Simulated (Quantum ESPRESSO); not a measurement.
## Band-structure run, with input and output: FeGe (part 2 of 4)

The same run, continued: FeGe (P6/mmm, 6 atoms in the cell); Kohn-Sham DFT of a periodic cell, LDA, GBRV 1.5 LDA, spin-polarised (Quantum ESPRESSO 7.5); cutoff 761.92 eV, 6×6×7 k-mesh, fermi-dirac of 0.05 eV, collinear spins. The structure derives from a Materials Project entry.

Geometry of the input (Å; fractional positions):
```
4.9976  0.0000  0.0000
-2.4988  4.3281  0.0000
0.0000  0.0000  4.1158
Ge 0.6667  0.3333  0.5000
Ge 0.3333  0.6667  0.5000
Ge 0.0000  0.0000  0.0000
Fe 0.0000  0.5000  0.0000
Fe 0.5000  0.5000  0.0000
Fe 0.5000  0.0000  0.0000
```

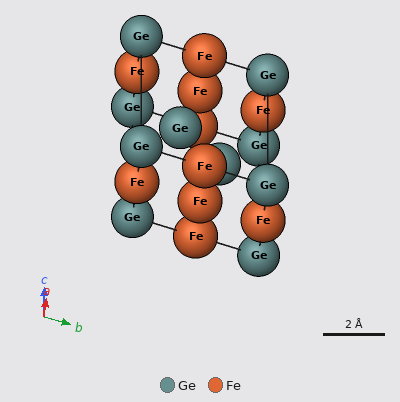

*The structure (spheres-only view of the cell of the calculation, seen at an oblique angle). An atom can appear more than once, as a periodic image.*

### Output, continued
```
   -73.3851 -73.3406 -73.3406 -40.0769 -39.9221 -39.9221 -39.7875 -39.7470
   -39.7470 -39.7466 -39.7315 -39.7315 -11.2247 -11.1696 -11.1696 -11.0902
   -11.0902 -11.0593 -11.0593 -11.0176 -11.0176 -11.0128 -11.0128 -11.0085
   -10.9844 -10.9844 -10.9557   1.5429   5.0817   6.8972   8.7959   9.2732
     9.2732   9.3968  10.6197  10.6197  10.6352  10.6352  10.6370  11.3151
    11.3151  12.3961  12.3961  12.5747  12.6263  12.6263  13.5876  13.8932
    14.5881  14.5881  15.8296  17.1763  17.6257  17.6549  17.6549  19.8601
    19.8601  21.5974  23.0868  23.9995  23.9995

          k = 0.0000 0.0000 0.2939 (  4254 PWs)   bands (ev):

   -73.3851 -73.3406 -73.3406 -40.0767 -39.9221 -39.9221 -39.7880 -39.7471
   -39.7471 -39.7466 -39.7315 -39.7315 -11.2233 -11.1702 -11.1702 -11.0913
   -11.0913 -11.0587 -11.0587 -11.0172 -11.0172 -11.0149 -11.0149 -11.0048
   -10.9833 -10.9833 -10.9564   2.0404   4.6583   6.5342   8.0240   9.7591
     9.7591  10.3608  10.4352  10.4352  10.7069  10.7104  10.7104  11.6497
    11.6497  12.3939  12.3939  12.5588  12.5952  12.5952  13.5592  13.6392
    13.6392  13.8934  14.9618  15.3535  17.1421  17.1421  19.0614  19.0614
    19.7349  23.9012  24.4744  24.4744  25.3266

          k = 0.0000 0.0000 0.4408 (  4254 PWs)   bands (ev):

   -73.3851 -73.3406 -73.3406 -40.0766 -39.9221 -39.9221 -39.7884 -39.7473
   -39.7473 -39.7466 -39.7315 -39.7315 -11.2222 -11.1706 -11.1706 -11.0922
   -11.0922 -11.0582 -11.0582 -11.0169 -11.0169 -11.0165 -11.0165 -11.0019
   -10.9823 -10.9823 -10.9570   2.7805   3.8800   6.3203   7.6648  10.1922
    10.1922  10.3265  10.3265  10.7507  11.1055  11.1055  11.4088  11.8842
    11.8842  12.3076  12.3076  12.5462  12.5711  12.5711  12.5871  12.5871
    13.3498  13.8935  13.9048  14.5488  16.7381  16.7381  18.7263  18.7263
    22.4197  25.4909  25.4909  25.8192  25.9868

          k = 0.0000 0.1630 0.0000 (  4261 PWs)   bands (ev):

   -73.3825 -73.3432 -73.3406 -40.0601 -39.9200 -39.9101 -39.7849 -39.7559
   -39.7512 -39.7493 -39.7469 -39.7345 -11.2246 -11.1694 -11.1690 -11.0891
   -11.0882 -11.0664 -11.0634 -11.0243 -11.0123 -11.0104 -11.0104 -10.9980
   -10.9866 -10.9844 -10.9569   1.5842   5.1344   6.3384   8.8089   9.0265
     9.3310   9.5181  10.4639  10.6320  10.6581  10.7626  10.9646  10.9680
    11.1592  12.3903  12.4818  12.5769  12.6283  12.8918  13.9207  13.9703
    15.0802  15.1832  16.3821  17.0539  17.2533  17.9776  18.4415  18.5691
    20.4513  21.8462  22.6836  23.4823  23.9845

          k = 0.0000 0.1630 0.1469 (  4264 PWs)   bands (ev):

   -73.3825 -73.3432 -73.3406 -40.0600 -39.9200 -39.9101 -39.7851 -39.7559
   -39.7512 -39.7494 -39.7470 -39.7345 -11.2240 -11.1696 -11.1693 -11.0894
   -11.0886 -11.0661 -11.0631 -11.0239 -11.0135 -11.0115 -11.0102 -10.9968
   -10.9861 -10.9838 -10.9571   1.7533   5.0653   6.2783   8.8368   8.9799
     9.0634   9.7472  10.5411  10.6271  10.6380  10.8061  10.8539  11.0514
    11.2856  12.4183  12.4651  12.6001  12.6268  12.7253  13.9351  14.1481
    14.7134  14.8065  15.7070  16.4786  17.6917  17.7030  17.9048  20.1087
    20.4969  21.3783  23.2470  23.6214  23.7700

          k = 0.0000 0.1630 0.2939 (  4245 PWs)   bands (ev):

   -73.3825 -73.3432 -73.3406 -40.0599 -39.9200 -39.9101 -39.7856 -39.7558
   -39.7512 -39.7496 -39.7472 -39.7345 -11.2225 -11.1701 -11.1699 -11.0901
   -11.0894 -11.0654 -11.0625 -11.0231 -11.0160 -11.0138 -11.0101 -10.9942
   -10.9849 -10.9825 -10.9575   2.2418   4.7334   6.1473   8.0590   9.3108
     9.4413  10.2294  10.3423  10.5343  10.7491  10.8939  11.1283  11.1624
    11.4337  12.4234  12.4863  12.5404  12.5836  12.6936  13.5681  13.6806
    14.0377  14.0669  15.0186  15.4982  17.2998  17.6266  19.4706  19.9276
    20.1735  23.0436  23.5272  23.9365  25.3499

          k = 0.0000 0.1630 0.4408 (  4234 PWs)   bands (ev):

   -73.3825 -73.3432 -73.3406 -40.0598 -39.9200 -39.9101 -39.7860 -39.7558
   -39.7512 -39.7497 -39.7473 -39.7345 -11.2214 -11.1705 -11.1703 -11.0907
   -11.0901 -11.0647 -11.0619 -11.0224 -11.0179 -11.0157 -11.0101 -10.9919
   -10.9841 -10.9814 -10.9578   2.9569   4.0442   6.0490   7.6813   9.7194
     9.9788  10.0372  10.3241  10.8142  10.8419  11.1987  11.2334  11.5036
    11.5156  12.2787  12.2951  12.5155  12.5630  12.6952  12.7001  12.7835
    13.5862  14.0673  14.2902  15.4910  17.0879  17.3762  19.0425  19.6359
    22.6618  23.6680  24.7222  25.0332  25.6882

          k = 0.0000 0.3260 0.0000 (  4254 PWs)   bands (ev):

   -73.3757 -73.3500 -73.3406 -40.0210 -39.9089 -39.8773 -39.8027 -39.7873
   -39.7787 -39.7554 -39.7469 -39.7362 -11.2230 -11.1695 -11.1684 -11.0883
   -11.0851 -11.0765 -11.0698 -11.0275 -11.0131 -11.0076 -10.9994 -10.9899
   -10.9834 -10.9830 -10.9615   2.2055   4.4925   5.5786   8.3976   9.2309
     9.3065   9.8957  10.2030  10.6481  10.7301  10.7803  10.9738  11.1968
    11.4028  12.1912  12.2104  12.6269  12.6315  13.5697  14.0961  14.3357
    15.7554  15.8358  15.9363  16.4649  17.4153  17.9113  17.9623  18.7257
    20.1576  21.4770  22.9379  23.3447  23.9944

          k = 0.0000 0.3260 0.1469 (  4247 PWs)   bands (ev):

   -73.3757 -73.3500 -73.3406 -40.0209 -39.9088 -39.8773 -39.8027 -39.7873
   -39.7789 -39.7555 -39.7470 -39.7362 -11.2224 -11.1696 -11.1686 -11.0882
   -11.0852 -11.0761 -11.0698 -11.0273 -11.0146 -11.0087 -10.9994 -10.9899
   -10.9826 -10.9817 -10.9613   2.3658   4.5650   5.5484   8.5643   8.8476
     9.2732   9.7169  10.3470  10.5202  10.6460  10.9061  11.1422  11.1771
    11.4080  12.1608  12.2826  12.6114  12.6484  13.0296  14.0732  14.3172
    14.9228  15.3515  15.9218  16.8506  17.1852  17.7367  18.9324  19.9919
    20.5019  21.9936  22.5273  22.8893  24.0000

          k = 0.0000 0.3260 0.2939 (  4245 PWs)   bands (ev):

   -73.3757 -73.3500 -73.3406 -40.0208 -39.9088 -39.8773 -39.8027 -39.7873
   -39.7794 -39.7558 -39.7472 -39.7362 -11.2210 -11.1700 -11.1691 -11.0881
   -11.0856 -11.0752 -11.0697 -11.0268 -11.0178 -11.0110 -10.9996 -10.9895
   -10.9810 -10.9793 -10.9608   2.8218   4.6722   5.4416   8.0311   9.0285
     9.1682   9.8010   9.9442  10.5474  10.7452  11.0070  11.2187  11.3802
    11.4230  12.1006  12.4265  12.4647  12.5860  12.6735  13.2502  13.6933
    14.5602  14.6767  15.1462  17.4160  17.7765  18.0525  20.3260  20.5686
    21.7659  22.2705  22.4082  23.0912  23.9029

          k = 0.0000 0.3260 0.4408 (  4263 PWs)   bands (ev):

   -73.3757 -73.3500 -73.3406 -40.0207 -39.9088 -39.8773 -39.8026 -39.7873
   -39.7797 -39.7560 -39.7473 -39.7362 -11.2199 -11.1703 -11.1694 -11.0879
   -11.0860 -11.0745 -11.0696 -11.0263 -11.0205 -11.0127 -10.9998 -10.9889
   -10.9798 -10.9776 -10.9605   3.4474   4.4369   5.3954   7.5031   9.1836
     9.3883   9.6577  10.1924  10.2219  10.8476  11.1325  11.3860  11.4587
    11.4960  12.0384  12.1007  12.3693  12.5667  12.6899  12.7791  12.8235
    13.8132  14.5591  15.4402  17.3903  18.0394  18.4500  20.0870  21.3355
    22.2409  22.4225  22.7400  23.7601  24.2055

          k = 0.0000-0.4891 0.0000 (  4248 PWs)   bands (ev):

   -73.3703 -73.3555 -73.3406 -39.9982 -39.8820 -39.8530 -39.8347 -39.8297
   -39.7738 -39.7604 -39.7469 -39.7366 -11.2223 -11.1695 -11.1680 -11.0884
   -11.0835 -11.0806 -11.0721 -11.0281 -11.0135 -11.0064 -10.9948 -10.9914
   -10.9829 -10.9738 -10.9669   2.9886   3.4906   5.5045   8.2326   9.2495
     9.3997   9.9999  10.1573  10.6365  10.7023  10.7824  10.9661  11.3474
    11.6629  11.9065  12.1005  12.5190  12.6273  14.1785  14.2601  14.5841
    15.1499  15.3555  16.6290  17.2575  17.2862  17.5270  17.5452  19.8950
    20.0400  21.2733  22.0175  22.2352  24.4240

          k = 0.0000-0.4891 0.1469 (  4260 PWs)   bands (ev):

   -73.3703 -73.3555 -73.3406 -39.9982 -39.8820 -39.8529 -39.8347 -39.8297
   -39.7740 -39.7605 -39.7470 -39.7366 -11.2217 -11.1697 -11.1682 -11.0881
   -11.0836 -11.0801 -11.0724 -11.0279 -11.0151 -11.0071 -10.9950 -10.9918
   -10.9821 -10.9727 -10.9664   3.1332   3.6212   5.4823   8.3991   8.8972
     9.3790   9.7344  10.1560  10.4720  10.6245  10.9870  11.0993  11.3583
    11.6602  11.8510  12.2214  12.5212  12.6148  13.3322  13.9160  14.1153
    15.3663  15.9447  16.0692  16.2512  17.7529  18.1219  18.8020  20.3157
    20.8893  21.4278  22.2959  22.6013  23.8923

          k = 0.0000-0.4891 0.2939 (  4242 PWs)   bands (ev):

   -73.3703 -73.3555 -73.3406 -39.9981 -39.8819 -39.8529 -39.8347 -39.8297
   -39.7744 -39.7608 -39.7472 -39.7366 -11.2203 -11.1699 -11.1686 -11.0873
   -11.0837 -11.0792 -11.0729 -11.0276 -11.0188 -11.0087 -10.9953 -10.9923
   -10.9804 -10.9704 -10.9654   3.5206   3.9865   5.3616   7.9911   8.8670
     9.3359   9.4986   9.6754  10.5107  10.7265  11.0625  11.3399  11.3939
    11.7193  11.7282  12.3810  12.4432  12.5260  12.5884  13.0996  13.6916
    14.5559  15.0461  16.1806  17.1207  18.2980  19.1544  20.7438  20.9461
    21.0616  22.2409  22.7743  22.9216  23.4701

          k = 0.0000-0.4891 0.4408 (  4252 PWs)   bands (ev):

   -73.3703 -73.3555 -73.3406 -39.9980 -39.8819 -39.8529 -39.8347 -39.8297
   -39.7747 -39.7610 -39.7473 -39.7366 -11.2192 -11.1701 -11.1689 -11.0867
   -11.0838 -11.0784 -11.0734 -11.0273 -11.0218 -11.0099 -10.9956 -10.9925
   -10.9790 -10.9687 -10.9648   3.9423   4.4898   5.0510   7.1988   8.9908
     9.4017   9.5218   9.6790  10.1441  10.8493  11.2691  11.4601  11.5799
    11.6303  11.7492  12.0030  12.2778  12.5296  12.5685  12.7853  12.8524
    13.8637  14.7976  16.7438  17.8137  18.9008  19.1876  20.0910  21.2978
    21.8146  22.1494  23.1122  23.1250  24.2755

          k = 0.1412 0.2445 0.0000 (  4239 PWs)   bands (ev):

   -73.3777 -73.3480 -73.3406 -40.0306 -39.9173 -39.8852 -39.7954 -39.7805
   -39.7585 -39.7536 -39.7469 -39.7460 -11.2234 -11.1693 -11.1686 -11.0880
   -11.0862 -11.0776 -11.0635 -11.0300 -11.0136 -11.0075 -10.9995 -10.9895
   -10.9875 -10.9833 -10.9600   2.0024   4.9698   5.3874   8.5902   9.1707
     9.5491   9.7435  10.2760  10.3950  10.7274  10.8237  11.0216  11.0660
    11.3275  12.3184  12.3480  12.5347  12.6328  13.3850  13.9652  14.2583
    15.5655  15.9357  16.2792  16.4080  17.2823  17.4715  17.9002  19.0137
    20.6696  21.5708  22.4728  23.1433  24.5678

          k = 0.1412 0.2445 0.1469 (  4247 PWs)   bands (ev):

   -73.3777 -73.3480 -73.3406 -40.0305 -39.9173 -39.8852 -39.7953 -39.7807
   -39.7585 -39.7537 -39.7470 -39.7460 -11.2228 -11.1695 -11.1689 -11.0881
   -11.0864 -11.0773 -11.0633 -11.0298 -11.0148 -11.0087 -10.9995 -10.9896
   -10.9860 -10.9827 -10.9599   2.1659   4.9617   5.4325   8.5425   9.0264
     9.2609   9.8460  10.3591  10.5471  10.6877  10.6938  11.1277  11.1320
    11.3077  12.3158  12.3851  12.5103  12.6551  12.9787  13.9998  14.2732
    15.0349  15.0597  16.0914  16.2475  17.3094  18.2883  18.4112  20.0659
    20.2072  22.0592  22.2808  23.8528  24.4778

          k = 0.1412 0.2445 0.2939 (  4247 PWs)   bands (ev):

   -73.3777 -73.3480 -73.3406 -40.0304 -39.9173 -39.8852 -39.7953 -39.7812
   -39.7585 -39.7540 -39.7472 -39.7460 -11.2214 -11.1699 -11.1694 -11.0883
   -11.0868 -11.0765 -11.0628 -11.0294 -11.0177 -11.0113 -10.9996 -10.9888
   -10.9834 -10.9813 -10.9596   2.6337   4.8134   5.5257   8.0082   9.0576
     9.1325  10.0518  10.2404  10.5657  10.7610  10.8495  11.1522  11.2344
    11.4264  12.2064  12.4373  12.5706  12.5945  12.7164  13.4048  13.5647
    14.1458  14.3807  15.8193  16.3855  17.7681  17.9873  19.6594  20.6590
    21.6477  22.2604  22.6103  23.8529  24.0188

          k = 0.1412 0.2445 0.4408 (  4251 PWs)   bands (ev):

   -73.3777 -73.3480 -73.3406 -40.0303 -39.9173 -39.8852 -39.7953 -39.7816
   -39.7585 -39.7542 -39.7473 -39.7460 -11.2203 -11.1702 -11.1698 -11.0884
   -11.0872 -11.0759 -11.0624 -11.0291 -11.0200 -11.0133 -10.9996 -10.9877
   -10.9818 -10.9802 -10.9595   3.2927   4.3332   5.5903   7.6289   9.1512
     9.3543   9.8279  10.2669  10.5723  10.9233  11.1252  11.1681  11.2970
    11.5754  12.1021  12.1598  12.4598  12.5438  12.7168  12.8184  12.8245
    13.9162  14.4597  15.1071  16.4362  17.9536  18.1056  19.9076  21.0942
    21.8678  22.6064  23.5642  24.1312  25.0632

          k = 0.1412 0.4076 0.0000 (  4254 PWs)   bands (ev):

   -73.3703 -73.3555 -73.3406 -39.9907 -39.9095 -39.8494 -39.8412 -39.7923
   -39.7738 -39.7604 -39.7511 -39.7469 -11.2222 -11.1692 -11.1682 -11.0878
   -11.0860 -11.0843 -11.0622 -11.0349 -11.0151 -11.0039 -10.9930 -10.9906
   -10.9822 -10.9767 -10.9658   2.7938   4.0200   4.9423   8.6842   9.3778
     9.4081   9.9826  10.1690  10.2511  10.7046  10.7374  10.9578  11.4512
    11.6200  12.0548  12.0571  12.4852  12.6889  14.1154  14.2236  14.3552
    15.3358  15.5885  16.3096  16.5675  16.8237  17.7765  18.8689  19.3215
    20.5497  20.9374  22.9901  23.4194  23.6337

          k = 0.1412 0.4076 0.1469 (  4252 PWs)   bands (ev):

   -73.3703 -73.3555 -73.3406 -39.9906 -39.9095 -39.8494 -39.8412 -39.7923
   -39.7740 -39.7605 -39.7511 -39.7470 -11.2216 -11.1693 -11.1684 -11.0875
   -11.0858 -11.0843 -11.0622 -11.0349 -11.0165 -11.0049 -10.9933 -10.9906
   -10.9816 -10.9756 -10.9652   2.9431   4.1304   4.9876   8.6188   9.0115
     9.4407   9.7575  10.0784  10.4810  10.6074  10.8621  11.0113  11.4690
    11.5864  12.0095  12.1778  12.4496  12.7037  13.3866  14.0240  14.2324
    14.5720  15.3319  16.2546  17.0250  17.6003  18.5060  19.0942  19.9978
    20.6243  21.1706  22.6045  22.7333  24.1654

          k = 0.1412 0.4076 0.2939 (  4256 PWs)   bands (ev):

   -73.3703 -73.3555 -73.3406 -39.9905 -39.9094 -39.8494 -39.8412 -39.7923
   -39.7744 -39.7608 -39.7511 -39.7472 -11.2203 -11.1696 -11.1688 -11.0868
   -11.0854 -11.0843 -11.0623 -11.0348 -11.0196 -11.0069 -10.9935 -10.9907
   -10.9802 -10.9733 -10.9641   3.3567   4.4091   5.0472   8.0415   8.7080
     9.1350   9.7104  10.0039  10.5115  10.7357  10.9499  11.2082  11.4763
    11.6121  11.8952  12.2971  12.3934  12.6569  12.7434  13.0955  13.5032
    14.3513  15.1735  16.4446  16.9103  18.2889  18.9314  20.0169  21.3125
    21.7307  21.9839  22.2480  22.7420  23.9474

          k = 0.1412 0.4076 0.4408 (  4256 PWs)   bands (ev):

   -73.3703 -73.3554 -73.3406 -39.9905 -39.9094 -39.8493 -39.8412 -39.7923
   -39.7747 -39.7610 -39.7511 -39.7473 -11.2192 -11.1698 -11.1691 -11.0862
   -11.0851 -11.0844 -11.0623 -11.0348 -11.0222 -11.0084 -10.9934 -10.9908
   -10.9791 -10.9718 -10.9634   3.8702   4.6335   4.9899   7.4239   8.6029
     8.8009   9.7058  10.1373  10.3147  10.8676  11.0792  11.3042  11.6207
    11.6809  11.9406  11.9852  12.3480  12.4943  12.5408  12.7709  12.8547
    14.2133  15.3265  16.0132  17.5862  17.8635  19.3065  20.0072  21.5140
    22.1900  22.8279  23.4648  23.8735  24.3572

          k = 0.2824 0.4891 0.0000 (  4245 PWs)   bands (ev):

   -73.3629 -73.3629 -73.3406 -39.9441 -39.9441 -39.8716 -39.7958 -39.7958
   -39.7833 -39.7671 -39.7671 -39.7469 -11.2218 -11.1686 -11.1686 -11.0914
   -11.0853 -11.0853 -11.0486 -11.0486 -11.0165 -10.9982 -10.9982 -10.9846
   -10.9814 -10.9715 -10.9715   3.6213   3.6213   4.1869   9.4308   9.4308
     9.5360   9.6807   9.6807  10.5703  10.5703  10.6731  10.7388  11.8435
    11.8435  11.8949  11.8949  12.3305  12.8089  14.2725  14.5080  14.5080
    15.1949  15.1949  15.6759  16.5581  16.5581  18.5373  19.5070  19.9755
    19.9755  22.0764  22.4479  23.4827  23.4827

          k = 0.2824 0.4891 0.1469 (  4257 PWs)   bands (ev):

   -73.3629 -73.3629 -73.3406 -39.9440 -39.9440 -39.8716 -39.7958 -39.7958
   -39.7833 -39.7672 -39.7672 -39.7470 -11.2212 -11.1687 -11.1687 -11.0912
   -11.0852 -11.0852 -11.0487 -11.0487 -11.0178 -10.9989 -10.9989 -10.9847
   -10.9809 -10.9706 -10.9706   3.7489   3.7489   4.2858   9.0701   9.0701
     9.3163   9.7933   9.7933  10.6226  10.6226  10.7537  10.8263  11.7585
    11.7585  11.9891  11.9891  12.2817  12.8167  13.9160  13.9160  13.9542
    14.8088  14.8088  15.4733  17.9657  17.9657  19.4756  19.6316  19.8570
    19.8570  20.5919  23.4443  23.4443  23.5805

          k = 0.2824 0.4891 0.2939 (  4254 PWs)   bands (ev):

   -73.3629 -73.3629 -73.3406 -39.9440 -39.9440 -39.8716 -39.7958 -39.7958
   -39.7833 -39.7676 -39.7676 -39.7472 -11.2199 -11.1690 -11.1690 -11.0908
   -11.0848 -11.0848 -11.0489 -11.0489 -11.0208 -11.0000 -11.0000 -10.9847
   -10.9797 -10.9688 -10.9688   4.0812   4.0812   4.5387   8.4171   8.4171
     8.7825   9.8771   9.8771  10.7079  10.7079  10.7900  11.2751  11.6074
    11.6074  12.1085  12.1085  12.1715  12.8348  12.8461  12.8461  13.3486
    15.1761  15.3263  15.3263  18.2466  18.2466  19.1701  19.9275  21.0863
    21.0863  21.4488  23.4660  23.4660  24.3473

          k = 0.2824 0.4891 0.4408 (  4251 PWs)   bands (ev):

   -73.3629 -73.3629 -73.3406 -39.9439 -39.9439 -39.8716 -39.7957 -39.7957
   -39.7833 -39.7679 -39.7679 -39.7473 -11.2188 -11.1692 -11.1692 -11.0903
   -11.0845 -11.0845 -11.0491 -11.0491 -11.0232 -11.0008 -11.0008 -10.9847
   -10.9788 -10.9676 -10.9676   4.4203   4.4203   4.7866   7.8589   7.8589
     8.3107   9.9223   9.9223  10.7563  10.7563  10.8226  11.4535  11.4535
    11.8985  12.0816  12.1781  12.1781  12.3640  12.3640  12.7498  12.8569
    14.9028  16.1057  16.1057  17.3239  17.3239  18.4548  20.1855  22.9889
    22.9889  23.1611  23.8415  23.8415  25.5176

 ------ SPIN DOWN ----------

          k = 0.0000 0.0000 0.0000 (  4279 PWs)   bands (ev):

   -71.6773 -71.6299 -71.6299 -38.4258 -38.2941 -38.2941 -38.1387 -38.1154
   -38.0948 -38.0948 -38.0645 -38.0645 -11.2373 -11.1837 -11.1837 -11.1059
   -11.1059 -11.0690 -11.0690 -11.0274 -11.0274 -11.0223 -11.0223 -11.0217
   -10.9955 -10.9955 -10.9668   1.4007   5.3064   7.1449   9.4249   9.4249
     9.7954  10.2164  10.6336  10.8653  10.8653  11.5685  11.5685  12.2852
    12.2852  13.9079  13.9079  14.0763  14.1858  14.1858  14.6739  15.2254
    16.0483  16.0483  16.3349  17.3243  17.8504  17.8504  19.0441  20.5016
    20.8333  20.8333  22.1504  23.8052  23.8052

          k = 0.0000 0.0000 0.1469 (  4261 PWs)   bands (ev):
```
